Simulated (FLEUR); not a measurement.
# MnS: orders along a scan of the ratio c/a

Wanted: the trend of the moments of MnS with the ratio c/a.

Method: PBE with U = 4 eV on Mn d; all-electron FLAPW, Dirac cores, scalar-relativistic bands, in FLEUR MaX-R8.1.

The database entry behind the starting cell differs from later determinations by our own check (an axis about 0.2 % short against later determinations), so it need not match the best structure at ambient conditions.

## (1) The starting structure

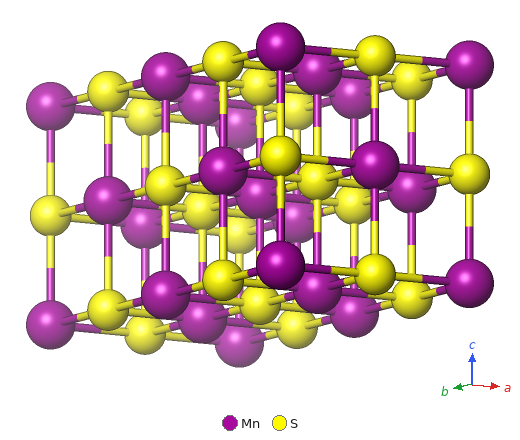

The starting structure, seen from a free direction (manganese purple, sulfur yellow). 1×2×1 cells are drawn. This picture shows the conventional cell, with its axes. Some periodic images of atoms are drawn too.

## (2) Factor 1, start ferro +

The scan starts at the cell as given. A Hubbard U acts on the open shell, since semilocal functionals spread its electrons too much.

Lengths along (0, 0, 1) take the factor and those normal to it its inverse root, so the volume stays. Atoms keep their fractional places. Spheres, Kmax and the mesh are the same at all points, the spheres being those of the tightest cell. inpgen writes inp.xml from crystal.txt; cutoffs, mixing, functional, smearing and local orbitals are then set in the file. The k list default-1 (kpts.xml, not shown) is a Γ-centred 8×8×8 mesh; where the ranks do not divide the number of points, some are split in two of half the weight.

The input, inp.xml:

```
<?xml version="1.0" encoding="UTF-8" standalone="no"?>
<fleurInput fleurInputVersion="0.39">
   <comment>
      MnS
   </comment>
   <calculationSetup>
      <cutoffs Kmax="4.4" Gmax="13.2" GmaxXC="13.2" numbands="0"/>
      <scfLoop itmax="110" minDistance="0.0001" maxIterBroyd="15" imix="Anderson" alpha="0.05" precondParam="0.0" spinf="2.0" sdNocoIR="T"/>
      <coreElectrons ctail="T" frcor="F" kcrel="0" coretail_lmax="0"/>
      <xcFunctional name="pbe" relativisticCorrections="F"/>
      <magnetism jspins="2"/>
      <soc l_soc="F" theta="0.0" phi="0.0" spav="F"/>
      <expertModes spex="0" secvar="F"/>
      <geometryOptimization l_f="F" forcealpha="1.0" forcemix="BFGS" epsdisp="0.00001" epsforce="0.00001"/>
      <ldaU l_linMix="F" mixParam="0.05" spinf="1.0"/>
   </calculationSetup>
   <cell>
      <bzIntegration valenceElectrons="21.0" mode="hist" fermiSmearingEnergy="0.00183747">
         <kPointListSelection listName="default-1"/>
         <xi:include xmlns:xi="http://www.w3.org/2001/XInclude" href="kpts.xml"> </xi:include>
      </bzIntegration>
      <xi:include xmlns:xi="http://www.w3.org/2001/XInclude" href="sym.xml"> </xi:include>
      <bulkLattice scale="1.0">
         <bravaisMatrix>
            <row-1>    0.0000000000000000     4.9217916915206992     4.9217916915206992</row-1>
            <row-2>    4.9217916915206992     0.0000000000000000     4.9217916915206992</row-2>
            <row-3>    4.9217916915206992     4.9217916915206992     0.0000000000000000</row-3>
         </bravaisMatrix>
      </bulkLattice>
   </cell>
   <atomSpecies>
      <species name="Manganese 4.500" element="Mn" atomicNumber="25">
         <mtSphere radius="2.61" gridPoints="863" logIncrement="0.014"/>
         <atomicCutoffs lmax="10" lnonsphr="8"/>
         <electronConfig flipSpins="F">
            <coreConfig>(1s1/2) (2s1/2) (2p1/2) (2p3/2)</coreConfig>
            <valenceConfig>(3s1/2) (3p1/2) (3p3/2) (4s1/2) (3d3/2) (3d5/2)</valenceConfig>
            <stateOccupation state="(3d3/2)" spinUp="1.75" spinDown="0.25"/>
            <stateOccupation state="(3d5/2)" spinUp="3.0" spinDown="0.0"/>
         </electronConfig>
         <energyParameters s="4" p="4" d="3" f="4"/>
         <ldaU l="2" U="4.0" J="0.0" l_amf="F"/>
         <lo type="SCLO" l="0" n="3" eDeriv="0"/>
         <lo type="SCLO" l="1" n="3" eDeriv="0"/>
      </species>
      <species name="Sulfur (S)" element="S" atomicNumber="16">
         <mtSphere radius="1.7" gridPoints="563" logIncrement="0.02"/>
         <atomicCutoffs lmax="6" lnonsphr="4"/>
         <electronConfig flipSpins="F">
            <coreConfig>(1s1/2) (2s1/2) (2p1/2) (2p3/2)</coreConfig>
            <valenceConfig>(3s1/2) (3p1/2) (3p3/2)</valenceConfig>
            <stateOccupation state="(3p1/2)" spinUp="0.666667" spinDown="0.666667"/>
            <stateOccupation state="(3p3/2)" spinUp="1.333333" spinDown="1.333333"/>
         </electronConfig>
         <energyParameters s="3" p="3" d="3" f="4"/>
      </species>
   </atomSpecies>
   <atomGroups>
      <atomGroup species="Manganese 4.500">
         <relPos label="                   1">.0000000000 .0000000000 .0000000000</relPos>
         <force calculate="T" relaxXYZ="TTT"/>
      </atomGroup>
      <atomGroup species="Sulfur (S)">
         <relPos label="                   2">1.000/2.000 1.000/2.000 1.000/2.000</relPos>
         <force calculate="T" relaxXYZ="TTT"/>
      </atomGroup>
   </atomGroups>
   <output dos="F" band="F" slice="F">
      <bandDOS minEnergy="-.5*Htr" maxEnergy="0.5*Htr" sigma="0.015" storeEVData="T"/>
      <plotting iplot="0" polar="F">
         <plot TwoD="T" vec1="  1.0  0.0  0.0" vec2="  0.0  1.0  0.0" vec3="  0.0  0.0  1.0" zero="  0.0  0.0  0.0" file="plot"/>
      </plotting>
      <moessbauerParams electricFieldGradient="F" isomerShift="F" coreHyperfine="F" valenceHyperfine="F"/>
   </output>
</fleurInput>
```

The input, crystal.txt:

```
MnS
&input film=F cartesian=F /
0.00000000000  2.60450000000  2.60450000000
2.60450000000  0.00000000000  2.60450000000
2.60450000000  2.60450000000  0.00000000000
1.8897261246
1.0 1.0 1.0

2
25 0.00000000000  0.00000000000  0.00000000000 : 4.500
16 0.50000000000  0.50000000000  0.50000000000

&kpt div1=8 div2=8 div3=8 gamma=T /
```

Command:

```bash
$ OMP_NUM_THREADS=1 inpgen -f crystal.txt > inpgen.log  # inp.xml is then edited as shown
$ OMP_NUM_THREADS=1 mpirun -n 8 fleur_MPI > fleur.log
```

Log:

```text
Welcome to FLEUR        (www.flapw.de)
      MaX-Release 8.1          (www.max-centre.eu)

 ========== k-point set info ==========
 Selected k-point list: default-1
 k-point list type: mesh
 0 x 0 x 0
 Number of k points: 32

 ------------Calculation Setup---------------------------
 Number of MPI-tasks      :            8
 Number of PE/node        :            8
 Number of OMP-threads    :            1
 k-points in parallel     :            8
 pe's per k-point         :            1
 No of k-point loops      :            4
 Eigenvalue solver        :       lapack
 Number of basis functions:          372
 Approximate size of matrices (H+S) per k-point:         0.002 GB
 --------------------------------------------------------
 no density matrix found ... skipping LDA+U
 Reset of history
 Iteration:     1   Distance:       6.09928488 me/bohr^3
 Iteration:     2   Distance:       7.27577459 me/bohr^3
 Iteration:     3   Distance:       6.94255006 me/bohr^3
 Iteration:     4   Distance:       3.64086755 me/bohr^3
 Iteration:     5   Distance:       1.62178951 me/bohr^3
 Iteration:     6   Distance:       1.38624544 me/bohr^3
 Iteration:     7   Distance:       0.29072666 me/bohr^3
 Iteration:     8   Distance:       0.24036616 me/bohr^3
 Iteration:     9   Distance:       0.02501720 me/bohr^3
 Iteration:    10   Distance:       0.02161763 me/bohr^3
 Iteration:    11   Distance:       0.00428535 me/bohr^3
 Iteration:    12   Distance:       0.00106183 me/bohr^3
 Iteration:    13   Distance:       0.00049908 me/bohr^3
 Iteration:    14   Distance:       0.00034915 me/bohr^3
 Iteration:    15   Distance:       0.00004176 me/bohr^3

 ********************************************************************
 Run finished successfully
 Stop message:
   all done
 ********************************************************************

--- out.xml (last complete iteration) ---
<iteration numberForCurrentRun="   15" overallNumber="   15">
         [... left out ...]
         <bandgap value="0.6987296829" units="eV"/>
         <sumValenceSingleParticleEnergies value="-13.3729145897" units="Htr"/>
         <FermiEnergy value="0.2828582382" units="Htr"/>
         <valenceDensity>
            <mtCharges spin="1">
               <mtCharge atomType="1" total="9.2882874" s="1.1991718" p="3.2089098" d="4.8493050" f="0.0247131"/>
               <mtCharge atomType="2" total="1.4690839" s="0.5289901" p="0.9283636" d="0.0110488" f="0.0005969"/>
            </mtCharges>
            <mtCharges spin="2">
               <mtCharge atomType="1" total="4.5776106" s="1.1345608" p="3.1595430" d="0.2566936" f="0.0208557"/>
               <mtCharge atomType="2" total="1.3930960" s="0.5117962" p="0.8784817" d="0.0026786" f="0.0001281"/>
            </mtCharges>
            <spinDependentCharge spin="1" total="12.9999912" interstitial="2.2426199" mtSpheres="10.7573713"/>
            <spinDependentCharge spin="2" total="8.0000088" interstitial="2.0293022" mtSpheres="5.9707066"/>
            <totalCharge value="21.0000000000"/>
         </valenceDensity>
         [... left out ...]
         <magneticMomentsInMTSpheres units="muBohr">
            <globalMagMoment atomType="1" vec="0.00000   0.00000   4.71068"/>
            <localMagMoment atomType="1" vec="0.00000   0.00000   4.71068"/>
            <globalMagMoment atomType="2" vec="0.00000   0.00000   0.07598"/>
            <localMagMoment atomType="2" vec="0.00000   0.00000   0.07598"/>
         </magneticMomentsInMTSpheres>
         [... left out ...]
         <totalEnergy value="    -1557.8537241327" units="Htr">
            <sumOfEigenvalues value="     -896.0571136989">
               <coreElectrons value="-882.6841991093"/>
               <valenceElectrons value="-13.3729145897"/>
            </sumOfEigenvalues>
            <densityCoulombPotentialIntegral value="-2368.9142657634"/>
            <densityEffectivePotentialIntegral value="-2470.1160026332"/>
            <chargeDenXCDenIntegral value="-78.0919312645"/>
            <FockExchangeEnergyValence value="0.0000000000"/>
            <FockExchangeEnergyCore value="0.0000000000"/>
         [... left out ...]
            <dftUCorrection value="-0.3472816489"/>
            <tkbTimesEntropy value="0.0000002591"/>
            <freeEnergy value="-1557.8537243918"/>
            <extrapolationTo0K value="-1557.8537242623"/>
         </totalEnergy>
         [... left out ...]
         <ldaUDensityMatrixConvergence>
            <distance spin="1" distance="0.000001"/>
            <distance spin="2" distance="0.000002"/>
         </ldaUDensityMatrixConvergence>
         <densityConvergence units="me/bohr^3">
            <chargeDensity spin="1" distance="0.0000253781"/>
            <chargeDensity spin="2" distance="0.0000322875"/>
            <overallChargeDensity distance="0.0000403610"/>
            <spinDensity distance="0.0000417619"/>
         </densityConvergence>
      </iteration>
```

It took 18 s on 8 MPI ranks of Arm Neoverse N1, shared host; peak memory 0.42 GiB; 2.4 min of CPU time.

Spin moment in the muffin-tin sphere by atom:

| atom | spin moment in the muffin-tin sphere (μB) |
| --- | --- |
| Mn1 | 4.71 |
| S2 | 0.08 |

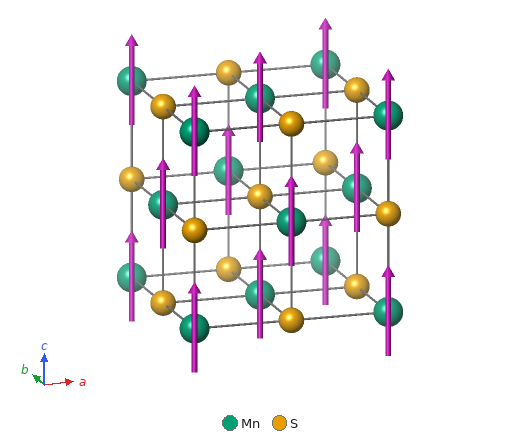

Spin moment in the muffin-tin sphere as arrows, the longest 4.71 μB. Up and down stand for the sign. Arrows give size and sign along the axis of quantisation, drawn up and down the page. Some periodic images of atoms are drawn too.

Read from the output:

```
free energy                                                       : -42391.3594 eV
program's band gap on this mesh (in a metal only a level spacing) : 0.6987 eV
magnetization                                                     : 5 μB
final state                                                       : ferromagnetic
```

After 15 cycles the largest moment stands at 4.71 μB.

## (3) Factor 1, start antiferro q=(0,0,1/2) +-

The k list default-1 (kpts.xml, not shown) is a Γ-centred 8×8×4 mesh.

inp.xml, as its differences from that of step 2:

```diff
@@ -17,3 +17,3 @@
    <cell>
-      <bzIntegration valenceElectrons="21.0" mode="hist" fermiSmearingEnergy="0.00183747">
+      <bzIntegration valenceElectrons="42.0" mode="hist" fermiSmearingEnergy="0.00183747">
          <kPointListSelection listName="default-1"/>
@@ -26,3 +26,3 @@
             <row-2>    4.9217916915206992     0.0000000000000000     4.9217916915206992</row-2>
-            <row-3>    4.9217916915206992     4.9217916915206992     0.0000000000000000</row-3>
+            <row-3>    9.8435833830413983     9.8435833830413983     0.0000000000000000</row-3>
          </bravaisMatrix>
@@ -39,2 +39,16 @@
             <stateOccupation state="(3d5/2)" spinUp="3.0" spinDown="0.0"/>
+         </electronConfig>
+         <energyParameters s="4" p="4" d="3" f="4"/>
+         <ldaU l="2" U="4.0" J="0.0" l_amf="F"/>
+         <lo type="SCLO" l="0" n="3" eDeriv="0"/>
+         <lo type="SCLO" l="1" n="3" eDeriv="0"/>
+      </species>
+      <species name="Manganese -4.500" element="Mn" atomicNumber="25">
+         <mtSphere radius="2.61" gridPoints="863" logIncrement="0.014"/>
+         <atomicCutoffs lmax="10" lnonsphr="8"/>
+         <electronConfig flipSpins="F">
+            <coreConfig>(1s1/2) (2s1/2) (2p1/2) (2p3/2)</coreConfig>
+            <valenceConfig>(3s1/2) (3p1/2) (3p3/2) (4s1/2) (3d3/2) (3d5/2)</valenceConfig>
+            <stateOccupation state="(3d3/2)" spinUp="0.25" spinDown="1.75"/>
+            <stateOccupation state="(3d5/2)" spinUp="0.0" spinDown="3.0"/>
          </electronConfig>
@@ -62,4 +76,9 @@
       </atomGroup>
+      <atomGroup species="Manganese -4.500">
+         <relPos label="                   2">.0000000000 .0000000000 1.000/2.000</relPos>
+         <force calculate="T" relaxXYZ="TTT"/>
+      </atomGroup>
       <atomGroup species="Sulfur (S)">
-         <relPos label="                   2">1.000/2.000 1.000/2.000 1.000/2.000</relPos>
+         <relPos label="                   3">1.000/2.000 1.000/2.000 1.000/4.000</relPos>
+         <relPos label="                   4">1.000/2.000 1.000/2.000 -1.000/4.000</relPos>
          <force calculate="T" relaxXYZ="TTT"/>
```

The input, crystal.txt:

```
MnS
&input film=F cartesian=F /
0.00000000000  2.60450000000  2.60450000000
2.60450000000  0.00000000000  2.60450000000
5.20900000000  5.20900000000  0.00000000000
1.8897261246
1.0 1.0 1.0

4
25 0.00000000000  0.00000000000  0.00000000000 : 4.500
25 0.00000000000  0.00000000000  0.50000000000 : -4.500
16 0.50000000000  0.50000000000  0.25000000000
16 0.50000000000  0.50000000000  0.75000000000

&kpt div1=8 div2=8 div3=4 gamma=T /
```

Log:

```text
[banner, memory and clock lines left out]
Welcome to FLEUR        (www.flapw.de)
      MaX-Release 8.1          (www.max-centre.eu)

 ========== k-point set info ==========
 Selected k-point list: default-1
 k-point list type: mesh
 0 x 0 x 0
 Number of k points: 80

 [... set-up left out ...]
 no density matrix found ... skipping LDA+U
 Reset of history
 Iteration:     1   Distance:       6.65687787 me/bohr^3
 Iteration:     2   Distance:       6.66847388 me/bohr^3
 Iteration:     3   Distance:       6.14847120 me/bohr^3
 Iteration:     4   Distance:       3.39256486 me/bohr^3
 Iteration:     5   Distance:       1.85667856 me/bohr^3
 Iteration:     6   Distance:       1.41739934 me/bohr^3
 Iteration:     7   Distance:       0.33518619 me/bohr^3
 Iteration:     8   Distance:       0.24559526 me/bohr^3
 Iteration:     9   Distance:       0.03830684 me/bohr^3
 Iteration:    10   Distance:       0.04742686 me/bohr^3
 Iteration:    11   Distance:       0.00762109 me/bohr^3
 Iteration:    12   Distance:       0.00453457 me/bohr^3
 Iteration:    13   Distance:       0.00251253 me/bohr^3
 Iteration:    14   Distance:       0.00023084 me/bohr^3
 Iteration:    15   Distance:       0.00015249 me/bohr^3
 Iteration:    16   Distance:       0.00002990 me/bohr^3

 ********************************************************************
 Run finished successfully
 Stop message:
   all done
 ********************************************************************

--- out.xml (last complete iteration) ---
<iteration numberForCurrentRun="   16" overallNumber="   16">
         [... left out ...]
         <bandgap value="2.3025844948" units="eV"/>
         <sumValenceSingleParticleEnergies value="-26.6978859858" units="Htr"/>
         <FermiEnergy value="0.2467753789" units="Htr"/>
         [... left out ...]
         <magneticMomentsInMTSpheres units="muBohr">
            <globalMagMoment atomType="1" vec="0.00000   0.00000   4.60073"/>
            <globalMagMoment atomType="2" vec="0.00000   0.00000  -4.60073"/>
            <globalMagMoment atomType="3" vec="0.00000   0.00000   0.00000"/>
         </magneticMomentsInMTSpheres>
         [... left out ...]
         <totalEnergy value="    -3115.7112782910" units="Htr">
            <sumOfEigenvalues value="    -1792.0769778041">
               <coreElectrons value="-1765.3790918183"/>
               <valenceElectrons value="-26.6978859858"/>
            </sumOfEigenvalues>
         [... left out ...]
            <freeEnergy value="-3115.7112782910"/>
            <extrapolationTo0K value="-3115.7112782910"/>
         </totalEnergy>
         [... left out ...]
         <ldaUDensityMatrixConvergence>
            <distance spin="1" distance="0.000002"/>
            <distance spin="2" distance="0.000002"/>
         </ldaUDensityMatrixConvergence>
         <densityConvergence units="me/bohr^3">
            <chargeDensity spin="1" distance="0.0000205983"/>
            <chargeDensity spin="2" distance="0.0000205994"/>
            <overallChargeDensity distance="0.0000283430"/>
            <spinDensity distance="0.0000298986"/>
         </densityConvergence>
      </iteration>
```

Run time: 2.2 min. Hardware: 8 MPI ranks; peak memory 0.79 GiB; 17 min of CPU time.

Spin moment in the muffin-tin sphere by atom:

| atom | spin moment in the muffin-tin sphere (μB) |
| --- | --- |
| Mn1 | 4.60 |
| Mn2 | -4.60 |
| S3 | 0.00 |
| S4 | 0.00 |

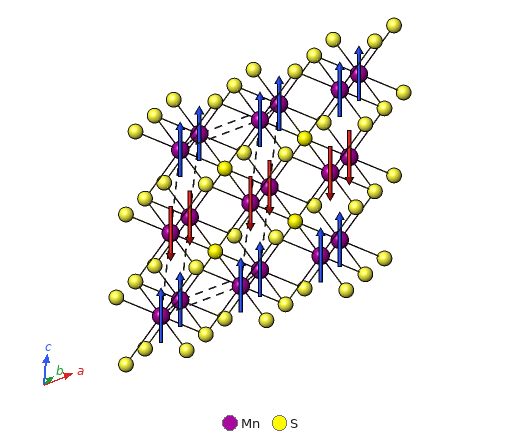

Spin moment in the muffin-tin sphere as arrows, the longest 4.60 μB. Up and down stand for the sign. Arrows give size and sign along the axis of quantisation, drawn up and down the page. The two directions have two colours. 2×1×1 cells are drawn. Some periodic images of atoms are drawn too.

Read from the output:

```yaml
free_energy: -84782.8230 eV
program_s_band_gap_on_this_mesh_in_a_metal_only_a_level_spacing: 2.303 eV
magnetization: 0 μB
final_state: antiferromagnetic
```

After 16 cycles the largest moment stands at 4.60 μB.

[end of part 1 of 2]

[Logs and program files are shortened in this print: banners, set-up blocks, solver, clock and traceback lines can be left out without a mark of their own.]

[Logs are printed without paths, hosts, clocks, repeated set-up lines and the standing remarks that a program may print on its own settings, such as how far it seeks lower states.]

[Hosts, paths, dates, database ids (printed as entryN), source tags and the programs' standing remarks are cut or masked in the printed files.]

[Where a cell is said to come from a database of computed structures, the database is the Materials Project.]
